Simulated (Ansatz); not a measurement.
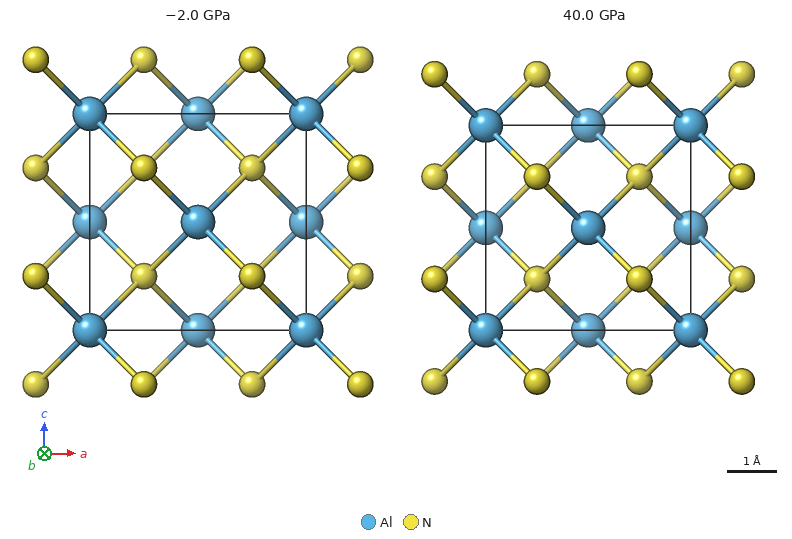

Crystalline AlN (set up in F-43m), relaxed (cell and atoms) at several target pressures. The picture shows the first and the last member. A ball-and-stick model of the conventional cell (4 times the calculation's cell), seen along the b axis. Lengths and directions refer to the drawn axes.

Computed with Ansatz 0.2.0: DFT PBE, scalar-relativistic, plane waves, PAW. Settings: plane-wave cutoff 420 eV; k-point mesh 10 × 10 × 10; occupations gaussian; smearing width 0.02 eV; no spin polarisation; cell and atoms relaxed; force threshold 0.008 eV/Å.

```tsv
pressure (GPa)	volume (Å³/atom)	a (Å)	band gap (eV)
−2.0	10.787	4.419	3.31
0.0	10.671	4.403	3.31
2.0	10.560	4.388	3.32
5.0	?	?	?
10.0	10.175	4.334	3.34
20.0	9.776	4.277	3.36
40.0	9.147	4.183	3.38
```

Question: One row is withheld. What does the calculation give there?

Answer: Murnaghan's form V = V₀(1 + B′P/B₀)^(−1/B′), with V₀ = 10.671 Å³ from the row at zero pressure, fits the other rows with B₀ = 192 GPa and B′ = 3.71 (largest miss 0.005 Å³). At 5.0 GPa it gives 10.671 × (1 + 3.71 × 5.0/192)^(−1/3.71) = 10.409 Å³ per atom. The calculation gives 10.408 Å³/atom (a = 4.367 Å). The estimate is 0.001 Å³/atom too high. For the gap a parabola through the rows 0.0, 2.0, 10.0 gives 3.33 eV, and the calculation 3.33 eV (semilocal gaps, lower than measured ones as a rule). From the first member to the last: Al–N 1.913 → 1.811 Å.

The whole series:

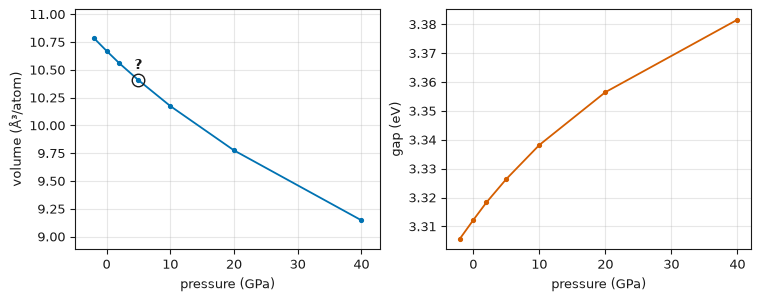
